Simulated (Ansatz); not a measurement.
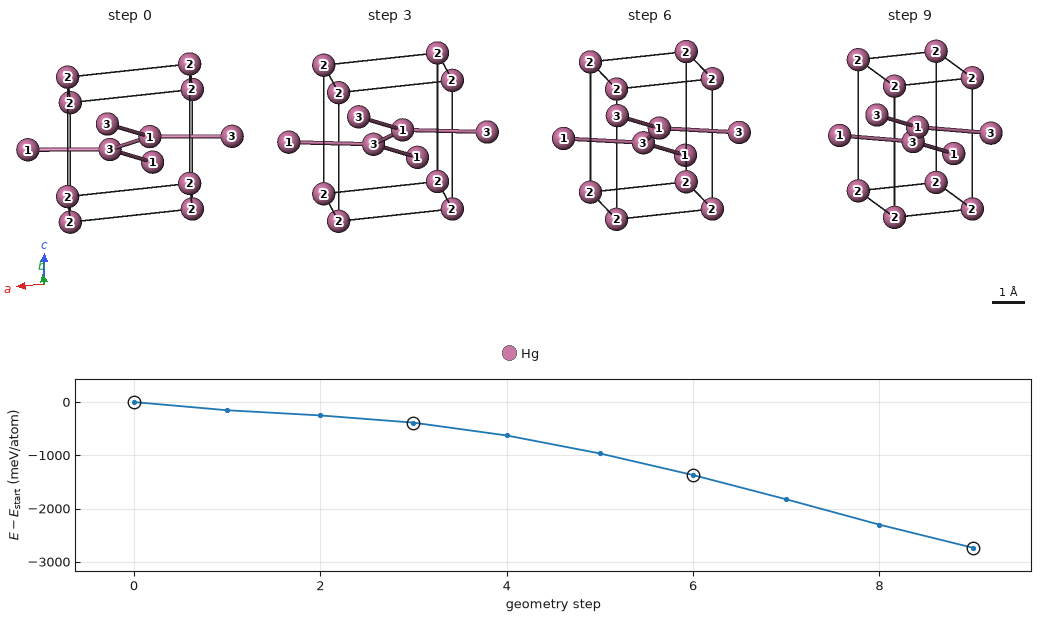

Frames of a relaxation of solid Hg (set up in P6/mmm) (coarse preliminary run), marked on the history of the run. A ball-and-stick model of the cell of the calculation, seen from a free direction.

Case: input drawn at random.

Method: DFT PBE, scalar-relativistic, plane waves, PAW (Ansatz).

Input file:
```yaml
crystal:
  lattice:
    - [4.5400020208, 0.0, 0.0]
    - [-2.2700010104, 3.9317570832, 0.0]
    - [0.0, 0.0, 3.87]
  atoms:
    - { symbol: Hg, position: [0.3333333333, 0.6666666667, 0.5] }
    - { symbol: Hg, position: [0.0, 0.0, 0.0] }
    - { symbol: Hg, position: [0.6666666667, 0.3333333333, 0.5] }
basis:
  ecutwfc: "12 Ha"
  xc_grid: 3
kpoints:
  mp_grid: { grid: [1, 5, 4] }
hamiltonian:
  xc: pbe
scf:
  occupations: { method: fermi_dirac, width: "3000 K" }
output:
  forces: true
  stress: true
  eigenvalues: true
relax:
  adjacent_minimum: "off"
  f_tol: 0.06
  max_steps: 10
  cell: {}
```

Launched with:
```bash
ansatz run input.yaml --threads 1 --pin off --max-ram 1331MiB --backend cpu --events-out ev --progress --plain --runs-dir out
```

Describe the path.

The relaxation stopped without meeting its thresholds, so the last structure isn't shown to be converged. It used up its limit of 10 steps. The largest moves relative to the cell, 0.29 Å, are those of Hg1 and Hg3. Hg3 goes along [−1 −2 0]. The drawn cell changes as follows: a 4.540 → 2.895 Å (−36.2 %), b 4.540 → 4.858 Å (+7.0 %), c 3.870 → 4.249 Å (+9.8 %), γ 120.0° → 107.3°; the volume changes by −17.4 %. Some distances before and after: Hg1–Hg3 2.621 → 2.505 Å, Hg1–Hg3 (another image) 2.621 → 2.577 Å. Bond angles that change, for instance: Hg3–Hg1–Hg3 120.0° → 68.4°, Hg3–Hg1–Hg3 120.0° → 145.8°. The space group (tolerance 0.01 Å) goes from P6/mmm (No. 191) to Cmmm (No. 65). Over 9 geometry steps the energy falls by 2734 meV per atom. Largest force component: 0.095 eV/Å at the start, 0.16 eV/Å at the end. The pressure goes from 15.73 to −6.28 GPa. The run took roughly 22 core-seconds on a shared host. From step 0 to 3: Hg atoms move most (0.12 Å), volume +12.9 %, energy −387 meV per atom. From step 3 to 6: Hg atoms move most (0.10 Å), volume −12.0 %, energy −984 meV per atom. From step 6 to 9: Hg atoms move most (0.06 Å), volume −16.9 %, energy −1364 meV per atom.

Limits of the set-up: the k-point mesh is coarse for a cell with partly filled bands; the cutoff lies below the recommended one.
